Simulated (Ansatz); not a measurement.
## Electronic structure of KF in real space

```
K F
1.0
     3.25895    3.25895    0.00000
    -3.25895    3.25895    0.00000
     0.00000    0.00000    3.25895
K F
2 2
Direct
  0.00027 0.00000 0.00698
  0.50027 0.50000 0.00698
  0.00331 0.50006 0.49420
  0.50331 0.00006 0.49420
```

Space group Cm; a structure from a database of computed crystals, not necessarily the ambient phase; changed on purpose from its base cell (atoms moved at random by about 0.02 A); the program warned that a starting moment wasn't kept.

The calculation used Ansatz, Kohn-Sham DFT of a periodic cell, BLYP, JTH PAW.

Core electrons are frozen (PAW), and the valence fields are smoothed inside the atomic spheres.

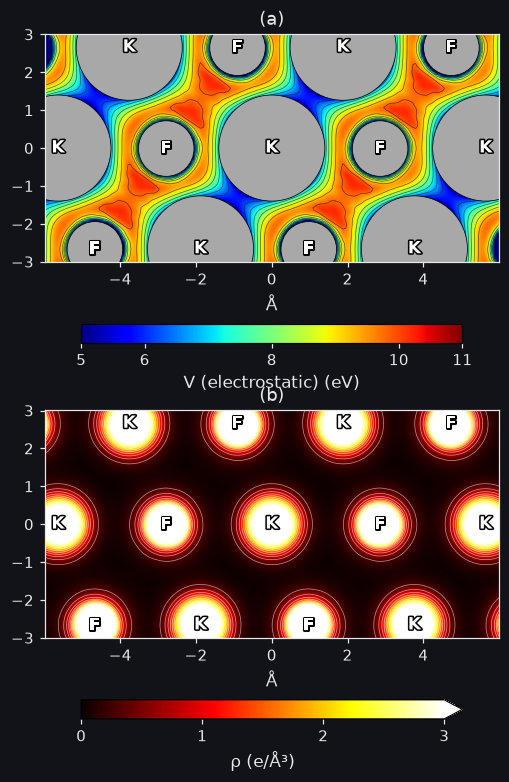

Figure 1. (a) electrostatic potential (local pseudopotential plus Hartree) felt by an electron; (b) valence electron density on the (111) plane of the conventional cell. Grey discs cover the atomic cores in the potential map.

Question: Interpret the plot.

Answer:
- The section cuts through K and F sites.
- K–F (2.79 Å): ρ at the midpoint is about 0.09 e/Å³.
- K–F (2.86 Å): ρ at the midpoint is about 0.08 e/Å³.
- Between the atoms the lowest density in this plane is 0.03 e/Å³.
- Outside the cores the potential energy rises away from the atoms and is highest about 1.1 Å from the nearest atoms; its zero is arbitrary.

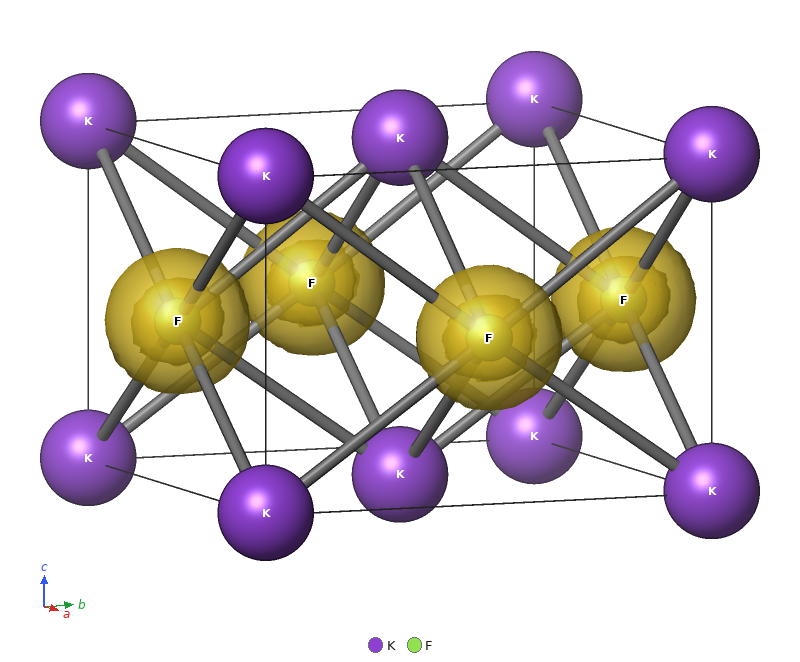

Figure 2. Isosurface of the electron localisation function at 0.8 (yellow), seen slightly off an axis. Only the valence region is drawn (cores and ρ < 0.01 e/Å³ removed). Sticks mark near contacts.

Question: Where are the electrons localised?

Answer: The ELF exceeds this value in two regions wrapped around F (the valence shell of each), counted in one cell of 4 atoms. Any copies at cell faces, edges or corners count once. Along the contacts the grid gives the following. K–F (2.79 Å): the ELF is about 0.05 at the midpoint; a largely ionic contact. K–F (2.84 Å): the ELF is about 0 at the midpoint: a closed-shell, largely ionic contact.

Question: Does the calculation make it a metal, or give it a gap?

Answer: It is gapped, with a Kohn–Sham gap of 6.3 eV on the k-point mesh, an upper bound to the gap of this method.
